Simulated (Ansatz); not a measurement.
# C49H4O: geometry relaxation (part 4 of 4)

Continued. System: C49H4O (slab, 54 atoms in the cell). Method: DFT PBE+D3(BJ), scalar-relativistic, plane waves, PAW, no spin polarisation (Ansatz 0.2.0); cutoff 420 eV, 3×2×1 k-mesh, Gaussian smearing of 0.05 eV. The structure derives from an entry of the Crystallography Open Database. The input holds or restrains some coordinates. Forces given for the steps count only the free coordinates. It belongs to a series of runs on one base structure; here: 1 MeOH a cell, donor, over a hollow C-C-C site.

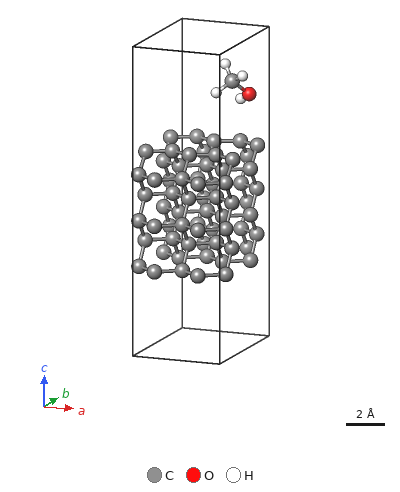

*The geometry at step 16 of the log (ball-and-stick view of the cell of the calculation, with the vacuum cut short, seen slightly off an axis).*

## Trajectory as extended XYZ (Å, eV, eV/Å), 4 of the 24 frames kept, from step=1 to step=24
```
54
Lattice="5.0302 0.0000 0.0000 0.0000 7.1138 0.0000 0.0000 0.0000 26.2590" Properties=species:S:1:pos:R:3:forces:R:3 step=1 energy=-12901.14551
C     1.2575    3.5569    8.0000   -0.0078   4.5760   0.9868
C     1.2575    0.0000    8.0000    0.0049   4.5977   1.0370
C     3.7727    3.5569    8.0000   -0.0073   4.5846   1.0786
C     3.7727    0.0000    8.0000    0.0058   4.5824   1.0016
C     2.5151    4.4461    8.0000    0.0049  -4.5689   1.0106
C     2.5151    0.8892    8.0000   -0.0145  -4.5990   1.0272
C     0.0000    4.4461    8.0000    0.0196  -4.5743   1.0270
C     0.0000    0.8892    8.0000   -0.0056  -4.5945   1.0064
C     2.5151    5.3353    9.2576    0.0316   1.0243  -1.1225
C     2.5151    1.7784    9.2576   -0.0322   1.0096  -1.1335
C     0.0000    5.3353    9.2576   -0.0286   1.0110  -1.1406
C     0.0000    1.7784    9.2576    0.0246   1.0181  -1.1084
C     3.7727    6.2246    9.2576   -0.0079  -1.0149  -1.0969
C     3.7727    2.6677    9.2576    0.0114  -1.0079  -1.1714
C     1.2575    6.2246    9.2576    0.0097  -0.9910  -1.1330
C     1.2575    2.6677    9.2576   -0.0086  -1.0462  -1.0684
C     3.7727    0.0000   10.5151   -0.0001   0.4903   0.1378
C     3.7727    3.5569   10.5151    0.0014   0.4851   0.1318
C     1.2575    0.0000   10.5151    0.0027   0.4696   0.0772
C     1.2575    3.5569   10.5151   -0.0022   0.4760   0.0524
C     0.0000    0.8892   10.5151    0.0040  -0.4773   0.0867
C     0.0000    4.4461   10.5151   -0.0025  -0.4703   0.0990
C     2.5151    0.8892   10.5151   -0.0052  -0.4773   0.0910
C     2.5151    4.4461   10.5151    0.0023  -0.4767   0.1017
C     0.0000    1.7824   11.7661   -0.0041  -0.0075   0.0046
C     0.0000    5.3393   11.7661    0.0014  -0.0279  -0.0214
C     2.5151    1.7824   11.7661    0.0057  -0.0233   0.0048
C     2.5151    5.3393   11.7661   -0.0021  -0.0008  -0.0365
C     1.2575    2.6637   11.7661    0.0013   0.0045   0.0510
C     1.2575    6.2206   11.7661    0.0014   0.0261   0.0500
C     3.7727    2.6637   11.7661   -0.0025   0.0029  -0.0156
C     3.7727    6.2206   11.7661   -0.0007  -0.0712  -0.0477
C     1.2575    3.5897   13.0628   -0.0257   0.0658   0.0171
C     1.2575    0.0329   13.0628    0.0265   0.0354  -0.1448
C     3.7727    3.5897   13.0628    0.0283  -0.0427  -0.0327
C     3.7727    0.0329   13.0628   -0.0130  -0.0201   0.1166
C     2.5151    4.4133   13.0628    0.1114   0.0719  -0.0207
C     2.5151    0.8564   13.0628   -0.0341   0.0278  -0.1021
C     0.0000    4.4133   13.0628   -0.1248   0.0648  -0.0675
C     0.0000    0.8564   13.0628    0.0335  -0.0072   0.0034
C     2.5151    5.4397   14.1279   -0.2066  -0.1672  -0.2671
C     2.5151    1.8828   14.1279   -0.0169  -0.0879   0.1912
C     0.0000    5.4397   14.1279    0.0624  -0.0917   0.0399
C     0.0000    1.8828   14.1279    0.0223  -0.0119   0.0415
C     3.7727    6.1202   14.1279    0.1926  -0.1471  -0.7066
C     3.7727    2.5633   14.1279    0.0143   0.0791  -0.0261
C     1.2575    6.1202   14.1279    0.0081   0.0147   0.2874
C     1.2575    2.5633   14.1279   -0.0232   0.0058   0.0083
C     3.5104    6.4401   17.8466    0.1466   0.0968   0.9986
O     3.3426    6.5478   16.4624   -0.9231   0.6894  -0.2458
H     3.6213    7.4494   18.2992    0.0168  -0.3094   0.1707
H     4.4270    5.8516   18.0573   -0.2984   0.1774  -0.1544
H     2.6389    5.9191   18.2992    0.2759   0.1066   0.1188
H     2.5151    7.0790   16.3279    0.7260  -0.4806  -0.1940
54
Lattice="5.0302 0.0000 0.0000 0.0000 7.1138 0.0000 0.0000 0.0000 26.2590" Properties=species:S:1:pos:R:3:forces:R:3 step=9 energy=-12901.46738
C     1.2575    3.5569    8.0000   -0.0044   4.5709   1.0055
C     1.2575    0.0000    8.0000    0.0076   4.5825   1.0264
C     3.7727    3.5569    8.0000   -0.0090   4.5793   1.0475
C     3.7727    0.0000    8.0000    0.0022   4.5789   1.0168
C     2.5151    4.4461    8.0000    0.0044  -4.5671   1.0023
C     2.5151    0.8892    8.0000   -0.0085  -4.5858   1.0205
C     0.0000    4.4461    8.0000    0.0116  -4.5776   1.0359
C     0.0000    0.8892    8.0000   -0.0040  -4.5841   1.0139
C     2.5151    5.3353    9.2576    0.0138   1.0266  -1.1075
C     2.5151    1.7784    9.2576   -0.0137   1.0149  -1.1143
C     0.0000    5.3353    9.2576   -0.0115   1.0115  -1.1524
C     0.0000    1.7784    9.2576    0.0104   1.0236  -1.1223
C     3.7727    6.2246    9.2576   -0.0100  -1.0162  -1.1170
C     3.7727    2.6677    9.2576    0.0104  -1.0103  -1.1459
C     1.2575    6.2246    9.2576    0.0106  -1.0093  -1.1109
C     1.2575    2.6677    9.2576   -0.0114  -1.0311  -1.0896
C     3.7727    0.0000   10.5151   -0.0078   0.4830   0.1271
C     3.7727    3.5569   10.5151   -0.0067   0.4672   0.1184
C     1.2575    0.0000   10.5151    0.0052   0.4674   0.1132
C     1.2575    3.5569   10.5151    0.0015   0.4597   0.0947
C     0.0000    0.8892   10.5151    0.0055  -0.4922   0.1223
C     0.0000    4.4461   10.5151    0.0061  -0.4809   0.1187
C     2.5151    0.8892   10.5151   -0.0088  -0.4770   0.1110
C     2.5151    4.4461   10.5151   -0.0077  -0.4742   0.0948
C    -0.0001    1.7819   11.7661   -0.0004   0.0050  -0.0015
C    -0.0002    5.3392   11.7660    0.0009   0.0010  -0.0007
C     2.5149    1.7810   11.7690    0.0006   0.0013   0.0016
C     2.5148    5.3387   11.7668    0.0001   0.0018   0.0010
C     1.2573    2.6632   11.7675    0.0010  -0.0049   0.0011
C     1.2575    6.2209   11.7683    0.0013  -0.0013   0.0013
C     3.7725    2.6628   11.7658   -0.0006  -0.0047   0.0029
C     3.7723    6.2196   11.7653   -0.0006  -0.0019   0.0007
C     1.2565    3.5901   13.0630   -0.0019  -0.0017  -0.0020
C     1.2579    0.0314   13.0655   -0.0031   0.0027   0.0077
C     3.7727    3.5886   13.0615    0.0001   0.0013  -0.0028
C     3.7719    0.0326   13.0660    0.0009   0.0059   0.0015
C     2.5153    4.4128   13.0626   -0.0045  -0.0069   0.0022
C     2.5145    0.8573   13.0650   -0.0022   0.0021  -0.0160
C    -0.0010    4.4140   13.0617    0.0029   0.0006   0.0036
C     0.0001    0.8549   13.0663   -0.0005  -0.0016  -0.0016
C     2.5136    5.4349   14.1340    0.0100   0.0041   0.0089
C     2.5139    1.8794   14.1441    0.0032   0.0002   0.0122
C     0.0009    5.4357   14.1330    0.0030  -0.0034  -0.0037
C    -0.0003    1.8851   14.1250    0.0026   0.0015  -0.0102
C     3.7721    6.1145   14.1194   -0.0083   0.0102   0.0110
C     3.7710    2.5639   14.1263   -0.0053   0.0070  -0.0073
C     1.2577    6.1187   14.1360   -0.0039   0.0005  -0.0140
C     1.2570    2.5634   14.1287    0.0020   0.0050  -0.0074
C     3.4352    6.8976   17.9963   -0.0719   0.0347  -0.0817
O     3.7205    7.6175   16.7924   -0.0761  -0.0463   0.1422
H     3.1791    7.5758   18.8339    0.0016  -0.0681  -0.1319
H     4.3539    6.3572   18.2622   -0.0551   0.0026  -0.0264
H     2.6171    6.1607   17.8690    0.1420   0.1232  -0.0324
H     2.8977    8.0200   16.4586    0.0761  -0.0296   0.0327
54
Lattice="5.0302 0.0000 0.0000 0.0000 7.1138 0.0000 0.0000 0.0000 26.2590" Properties=species:S:1:pos:R:3:forces:R:3 step=16 energy=-12901.56567
C     1.2575    3.5569    8.0000   -0.0244   4.5653   1.0017
C     1.2575    0.0000    8.0000    0.0351   4.5992   1.0347
C     3.7727    3.5569    8.0000   -0.0303   4.5713   1.0805
C     3.7727    0.0000    8.0000    0.0246   4.5835   1.0003
C     2.5151    4.4461    8.0000    0.0114  -4.5517   0.9946
C     2.5151    0.8892    8.0000   -0.0234  -4.6003   1.0081
C     0.0000    4.4461    8.0000    0.0241  -4.5707   1.0380
C     0.0000    0.8892    8.0000   -0.0177  -4.6014   1.0124
C     2.5151    5.3353    9.2576    0.0267   1.0309  -1.1112
C     2.5151    1.7784    9.2576   -0.0227   1.0019  -1.1003
C     0.0000    5.3353    9.2576   -0.0263   1.0134  -1.1746
C     0.0000    1.7784    9.2576    0.0235   1.0176  -1.1345
C     3.7727    6.2246    9.2576   -0.0060  -0.9971  -1.0956
C     3.7727    2.6677    9.2576    0.0053  -1.0053  -1.1672
C     1.2575    6.2246    9.2576    0.0197  -0.9914  -1.1101
C     1.2575    2.6677    9.2576   -0.0183  -1.0493  -1.0706
C     3.7727    0.0000   10.5151   -0.0120   0.4939   0.1139
C     3.7727    3.5569   10.5151   -0.0096   0.4790   0.1056
C     1.2575    0.0000   10.5151    0.0156   0.4768   0.1067
C     1.2575    3.5569   10.5151    0.0061   0.4705   0.0720
C     0.0000    0.8892   10.5151    0.0135  -0.4898   0.1187
C     0.0000    4.4461   10.5151    0.0195  -0.4719   0.1024
C     2.5151    0.8892   10.5151   -0.0111  -0.4618   0.0842
C     2.5151    4.4461   10.5151   -0.0046  -0.4559   0.0826
C     0.0005    1.7831   11.7647   -0.0003   0.0003   0.0142
C     0.0005    5.3404   11.7647    0.0002   0.0050   0.0131
C     2.5151    1.7811   11.7700   -0.0002   0.0044   0.0099
C     2.5153    5.3395   11.7665   -0.0002   0.0017   0.0086
C     1.2580    2.6638   11.7674   -0.0002   0.0041  -0.0093
C     1.2579    6.2219   11.7687   -0.0006   0.0074  -0.0074
C     3.7729    2.6632   11.7646    0.0002   0.0041  -0.0100
C     3.7726    6.2201   11.7638   -0.0001   0.0059  -0.0107
C     1.2580    3.5930   13.0614    0.0036   0.0107   0.0078
C     1.2582    0.0338   13.0656    0.0012   0.0045  -0.0037
C     3.7740    3.5912   13.0575   -0.0003   0.0087   0.0037
C     3.7716    0.0354   13.0632    0.0005   0.0042  -0.0026
C     2.5178    4.4161   13.0611    0.0049   0.0197  -0.0091
C     2.5144    0.8623   13.0621   -0.0011   0.0106  -0.0099
C     0.0000    4.4178   13.0588   -0.0055   0.0121  -0.0085
C     0.0006    0.8568   13.0661    0.0041   0.0089  -0.0120
C     2.5160    5.4346   14.1407   -0.0093  -0.0450  -0.0135
C     2.5158    1.8787   14.1609   -0.0015  -0.0253   0.0209
C     0.0046    5.4356   14.1355    0.0146  -0.0222  -0.0019
C     0.0013    1.8909   14.1221   -0.0046  -0.0193   0.0266
C     3.7717    6.1193   14.1139   -0.0065  -0.0093   0.0130
C     3.7718    2.5692   14.1205    0.0031  -0.0216  -0.0093
C     1.2575    6.1200   14.1368   -0.0066  -0.0123   0.0117
C     1.2589    2.5660   14.1252   -0.0001  -0.0153  -0.0154
C     3.1628    6.4563   17.2913    0.0276   0.0168  -0.0179
O     3.7595    7.4121   16.4145   -0.0641  -0.0479   0.0524
H     2.5643    6.9465   18.0772    0.0171  -0.0103  -0.0461
H     3.9855    5.9022   17.7612   -0.0333   0.0168  -0.0189
H     2.5222    5.7421   16.7438    0.0319   0.0218   0.0160
H     3.0525    7.9423   15.9860    0.0068   0.0043   0.0160
54
Lattice="5.0302 0.0000 0.0000 0.0000 7.1138 0.0000 0.0000 0.0000 26.2590" Properties=species:S:1:pos:R:3:forces:R:3 step=24 energy=-12901.56984
C     1.2575    3.5569    8.0000   -0.0244   4.5676   1.0016
C     1.2575    0.0000    8.0000    0.0338   4.5990   1.0345
C     3.7727    3.5569    8.0000   -0.0296   4.5732   1.0788
C     3.7727    0.0000    8.0000    0.0235   4.5826   1.0013
C     2.5151    4.4461    8.0000    0.0100  -4.5544   0.9959
C     2.5151    0.8892    8.0000   -0.0211  -4.5996   1.0084
C     0.0000    4.4461    8.0000    0.0224  -4.5726   1.0369
C     0.0000    0.8892    8.0000   -0.0151  -4.6010   1.0124
C     2.5151    5.3353    9.2576    0.0257   1.0291  -1.1128
C     2.5151    1.7784    9.2576   -0.0212   1.0024  -1.1006
C     0.0000    5.3353    9.2576   -0.0265   1.0140  -1.1722
C     0.0000    1.7784    9.2576    0.0235   1.0181  -1.1326
C     3.7727    6.2246    9.2576   -0.0055  -0.9971  -1.0970
C     3.7727    2.6677    9.2576    0.0039  -1.0050  -1.1652
C     1.2575    6.2246    9.2576    0.0190  -0.9925  -1.1111
C     1.2575    2.6677    9.2576   -0.0185  -1.0488  -1.0718
C     3.7727    0.0000   10.5151   -0.0131   0.4865   0.1111
C     3.7727    3.5569   10.5151   -0.0090   0.4712   0.1091
C     1.2575    0.0000   10.5151    0.0127   0.4693   0.1028
C     1.2575    3.5569   10.5151    0.0030   0.4640   0.0744
C     0.0000    0.8892   10.5151    0.0116  -0.4952   0.1206
C     0.0000    4.4461   10.5151    0.0168  -0.4794   0.1072
C     2.5151    0.8892   10.5151   -0.0121  -0.4679   0.0848
C     2.5151    4.4461   10.5151   -0.0053  -0.4641   0.0828
C     0.0002    1.7823   11.7653    0.0000  -0.0006  -0.0012
C     0.0003    5.3399   11.7651    0.0002  -0.0006  -0.0006
C     2.5149    1.7806   11.7701    0.0000  -0.0004  -0.0006
C     2.5152    5.3388   11.7665   -0.0001  -0.0022  -0.0008
C     1.2577    2.6631   11.7673   -0.0001  -0.0001   0.0026
C     1.2577    6.2214   11.7684   -0.0001  -0.0007   0.0014
C     3.7728    2.6625   11.7646    0.0000  -0.0001   0.0020
C     3.7724    6.2197   11.7636    0.0000  -0.0010   0.0007
C     1.2578    3.5915   13.0620    0.0001   0.0012  -0.0019
C     1.2578    0.0322   13.0651   -0.0001   0.0016  -0.0006
C     3.7737    3.5894   13.0584    0.0003   0.0004  -0.0025
C     3.7710    0.0338   13.0630   -0.0003  -0.0001   0.0007
C     2.5177    4.4147   13.0609    0.0021   0.0040  -0.0023
C     2.5140    0.8609   13.0614   -0.0006   0.0015  -0.0010
C    -0.0003    4.4163   13.0594   -0.0025   0.0017  -0.0012
C     0.0002    0.8554   13.0657    0.0008   0.0006  -0.0001
C     2.5157    5.4316   14.1404   -0.0030  -0.0064   0.0019
C     2.5149    1.8750   14.1626    0.0004  -0.0006   0.0050
C     0.0042    5.4343   14.1356    0.0064  -0.0028   0.0029
C     0.0004    1.8872   14.1252    0.0012  -0.0001   0.0033
C     3.7708    6.1178   14.1148   -0.0037   0.0014   0.0004
C     3.7713    2.5655   14.1205   -0.0001   0.0007  -0.0022
C     1.2570    6.1182   14.1365   -0.0027  -0.0016  -0.0005
C     1.2584    2.5627   14.1239   -0.0013  -0.0002  -0.0010
C     3.0667    6.3980   17.2729    0.0080   0.0036   0.0073
O     3.6851    7.3750   16.4400   -0.0078  -0.0004   0.0157
H     2.2950    6.8445   17.9200    0.0156  -0.0071  -0.0206
H     3.8579    5.9667   17.8991   -0.0224   0.0117  -0.0161
H     2.6073    5.5890   16.6767    0.0025   0.0020   0.0091
H     2.9924    7.8997   15.9827    0.0027  -0.0047   0.0010
```

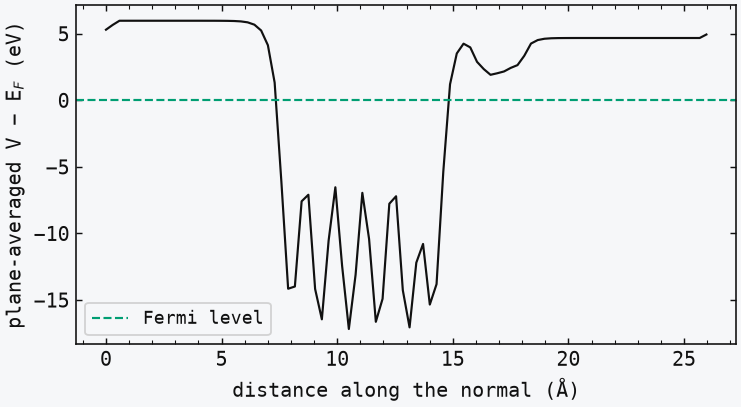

*Plane average of the electrostatic potential energy of an electron across the cell, from the Fermi level.*

The vacuum level lies 4.68 eV above the Fermi level on the upper side and 5.98 eV on the lower.

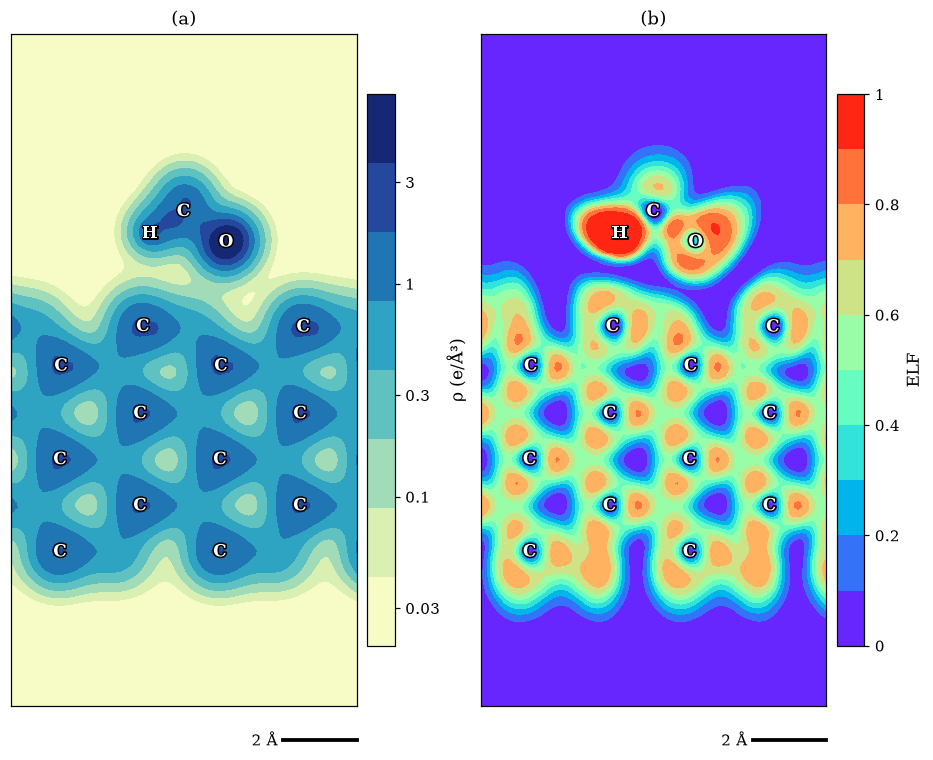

*(a) valence charge density (pseudo); (b) electron localisation function on the (11̄0) plane of the calculation cell, a cut from vacuum to vacuum.*

The density dies away to nearly zero in the vacuum. The fields are those of the smooth PAW valence density.

## Summary

| quantity | value |
| --- | --- |
| outcome | converged under the restraints of the input |
| electrons treated | 206 |
| free energy | −12901.5698 eV |
| work function, top face | 4.68 eV |
| work function, bottom face | 5.98 eV |
| Fermi energy | 0.502 eV |
| gap on the k-point mesh | none (metallic) |
| final volume | 939.65 Å³ |
| work function (upper face) | 4.68 eV |
| largest force (length of the vector) at the end, held atoms and coordinates included | 4.714 eV/Å |
| wall time | 11 min (CPU time 35 min) |
| peak memory | 2.3 GiB |

The program warns: the exchange-correlation potential is rough where the density is thin.
